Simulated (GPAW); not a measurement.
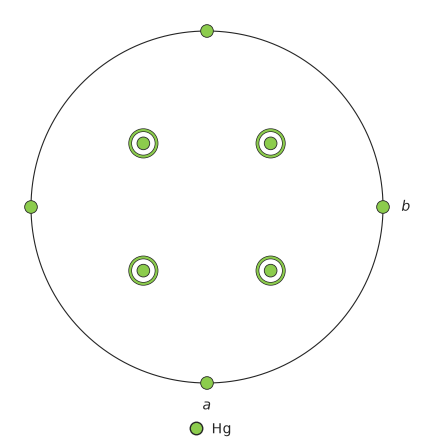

Directions from one mercury atom at (0, 0, 1/2) to its bonded neighbours, in stereographic projection down c (filled: above the plane of the page or in it, open: below). Crystal: Hg, a cell listed in the Materials Project, as set up for an electronic-structure calculation. Symmetry computed with spglib at a tolerance of 0.002 Å; standard conventional cell.

Neighbours are counted up to 3.77 Å for Hg.

```
CELL_PARAMETERS angstrom
3.75347 0.00000 0.00000
0.00000 3.75347 0.00000
0.00000 0.00000 3.83369
ATOMIC_POSITIONS crystal
Hg 0.00000 0.00000 0.50000
Hg 0.50000 0.50000 0.00000
```

**How many neighbours are there, and at what angles?**

12: 8 Hg at 3.27 Å, 4 Hg at 3.75 Å. Angles between bonds: 55° (16×), 70° (8×), 72° (4×), 90° (4×), 108° (4×), 110° (8×), 125° (16×), 180° (6×).

**What is the site's symmetry in the crystal?**

Point group 4/mmm (D4h), order 16: one fourfold axis, four twofold axes, five mirror planes, an inversion centre. In I4/mmm, No. 139 this is Wyckoff position 2b.
